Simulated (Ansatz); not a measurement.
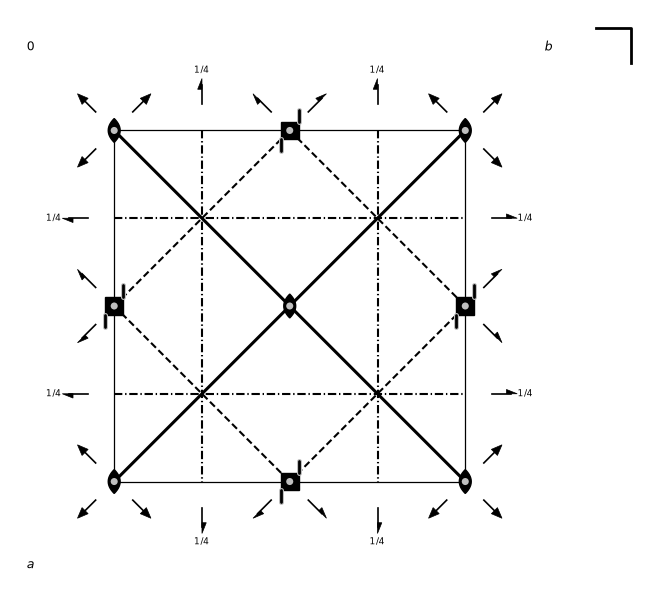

Symmetry elements of a space group, projected down c, computed from the operations of a computed or model structure of composition ZnO.

Symbols follow the International Tables: origin at the upper left, the third axis towards the viewer; heavy, dashed, dotted, dash-dotted and dash-dot-dot lines are mirror, in-plane glide, out-of-plane glide, diagonal (n; with arrows d) and double (e) glide planes seen edge on; arrows at the rim are 2 (full head) and 2₁ (half head) axes in the plane; the corner sign is a plane parallel to the page; fractions are heights. Handed screw axes carry their printed symbol instead of tails.

Give the Hermann–Mauguin symbol and number.

P4₂/mnm, No. 136; primitive tetragonal, point group 4/mmm, 16 general positions a cell.

List the elements shown.

4₂ axes along c at (0, 1/2), (1/2, 0); 2 axes along c at (0, 0), (1/2, 1/2); inversion centres at (0, 0), (0, 1/2), (1/2, 0), (1/2, 1/2); mirror planes holding c and [1 1 0] or [−1 1 0]; in-plane glide planes holding c and [1 1 0] or [−1 1 0]; n glide planes normal to a, at x = 1/4, 3/4; n glide planes normal to b, at y = 1/4, 3/4; a mirror plane normal to c at height 0; 2 axes along [1 1 0] at height 0; 2 axes along [−1 1 0] at height 0; 2₁ axes along [1 1 0] at height 0; 2₁ axes along [−1 1 0] at height 0; 2₁ axes along a at height 1/4; 2₁ axes along b at height 1/4. Heights repeat every half period; positions are (a, b) fractions, modulo 1.

Write the general positions (in any order).

x, y, z; −x, −y, −z; −y+1/2, x+1/2, z+1/2; y+1/2, −x+1/2, −z+1/2; −x, −y, z; x, y, −z; y+1/2, −x+1/2, z+1/2; −y+1/2, x+1/2, −z+1/2; x+1/2, −y+1/2, −z+1/2; −x+1/2, y+1/2, z+1/2; −y, −x, −z; y, x, z; −x+1/2, y+1/2, −z+1/2; x+1/2, −y+1/2, z+1/2; y, x, −z; −y, −x, z
